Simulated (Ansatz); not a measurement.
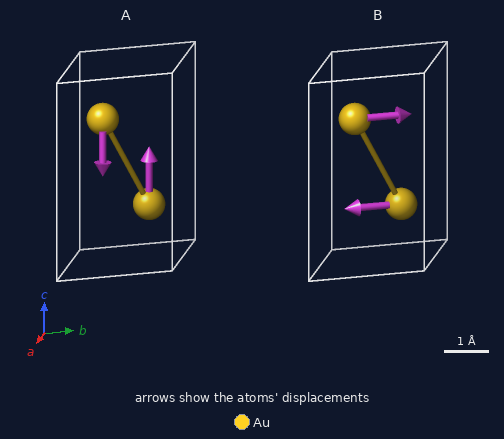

Modes of a crystal of Au, space group P6₃/mmc (No. 194), at the zone centre (one member of each degenerate set). Displacements are drawn as pink arrows; their common scale and sign are arbitrary. Style: ball-and-stick. Shown: the conventional cell, slightly off an axis. Lengths and directions refer to the drawn axes.

Theory: Ansatz 0.2.0, DFT LDA, scalar-relativistic, plane waves, PAW.

The frequencies depend somewhat on the k-mesh and the smearing.

Q: Give the symmetry species and the selection rules of each.

A: A is B₁g, silent by symmetry (neither infrared- nor Raman-active) (152 cm⁻¹). B is E₂g, Raman-active by symmetry (40 cm⁻¹). The crystal has a centre of inversion, so no mode is both. In a metal the free carriers screen the infrared response.
